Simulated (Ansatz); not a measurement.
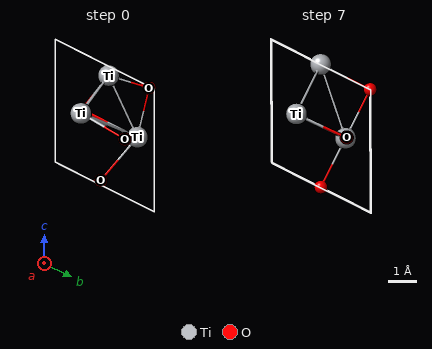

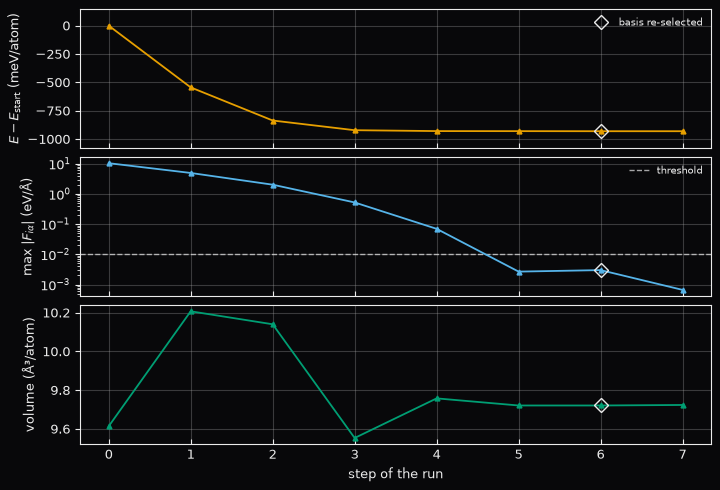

First and last geometry of a relaxation of solid Ti₃O₄ (set up in P1), with the history of the run. A ball-and-stick model of the cell of the calculation, reduced to other axes, seen along the a axis. Lengths and directions refer to the drawn axes.

Case: all atoms moved at random, sigma 0.25 Å for each component, cell strained at random, sigma 0.01; relaxed back.

Method: DFT PBEsol, scalar-relativistic, plane waves, PAW (Ansatz 0.2.0).

The input:
```yaml
crystal:
  lattice:
    - [-2.0256538827, 2.0281043962, 4.0755840219]
    - [2.0170445382, -1.9678694754, 4.0407265869]
    - [2.0790665004, 2.0212820932, -4.0450856961]
  atoms:
    - { symbol: Ti, position: [0.2403896847, 0.7099472185, 0.411861554] }
    - { symbol: Ti, position: [0.5378759635, 0.3853244109, 0.000222499] }
    - { symbol: Ti, position: [0.6448285903, 0.2437847439, 0.3873343723] }
    - { symbol: O, position: [0.1007061708, 0.5786237693, 0.6417083129] }
    - { symbol: O, position: [0.1536749971, 0.2722983783, -0.1140909256] }
    - { symbol: O, position: [0.5405024045, 0.0403055487, 0.5925804091] }
    - { symbol: O, position: [0.7820221892, 0.7697159304, 0.0803837782] }
basis:
  ecutwfc: 420
kpoints:
  mp_grid: { grid: [12, 12, 12] }
hamiltonian:
  xc: pbesol
scf:
  occupations: { method: gaussian, width: 0.15 }
output:
  forces: true
  stress: true
  eigenvalues: true
relax:
  adjacent_minimum: "off"
  f_tol: 0.01
  max_steps: 80
  cell: { stress_tol: 0.1 }
```

Run as
```bash
ansatz run input.yaml --threads 2 --pin off --max-ram 5120MiB --backend cpu --events-out ev --progress --plain --runs-dir out
```

> Read the history and describe the run.

The run was cut off at its time limit before the program reported convergence, but its last step already meets the force threshold: the largest component is 0.00067 eV/Å against 0.01 eV/Å. The pressure is within 0.01 GPa of its target. The largest move relative to the cell is that of Ti2, 0.54 Å along [−1 −1 2]. Largest moves by element: Ti 0.54 Å, O 0.53 Å. The volume changes by +1.1 %, with a 4.050 → 4.100 Å (+1.2 %), b 4.096 → 4.100 Å (+0.1 %), c 4.926 → 4.980 Å (+1.1 %), α 113.8° → 114.3°, β 112.8° → 114.3°, γ 91.5° → 90.0°. Some distances before and after: Ti2–Ti3 2.150 → 2.881 Å, Ti1–Ti2 3.473 → 2.881 Å, Ti2–O6 2.562 → 2.050 Å, Ti2–Ti3 (another image) 3.366 → 2.881 Å. New bonds form, among them: Ti2–O6 (2.56 → 2.05 Å). Among the angles between lasting bonds that change: Ti2–O4–Ti2 140.6° → 180.0°, Ti1–O4–Ti3 142.4° → 180.0°, Ti2–O4–Ti3 56.6° → 90.0°. The space group (tolerance 0.01 Å) goes from P1 (No. 1) to I4/mmm (No. 139). After 6 accepted moves (7 points after the start) the energy has fallen by 930 meV per atom. Largest force component: 10 eV/Å at the start, 0.00067 eV/Å at the end. Pressure: 40.97 GPa at the start and 0.00 GPa at the end. The SCF was repeated once at an unchanged geometry on a basis and grid sized afresh for the cell, which shifted the energy by 0.7 meV per atom at most. The run took 21 min on 2 threads of Arm Neoverse V1, with other jobs on the host, peak memory 1.7 GiB.
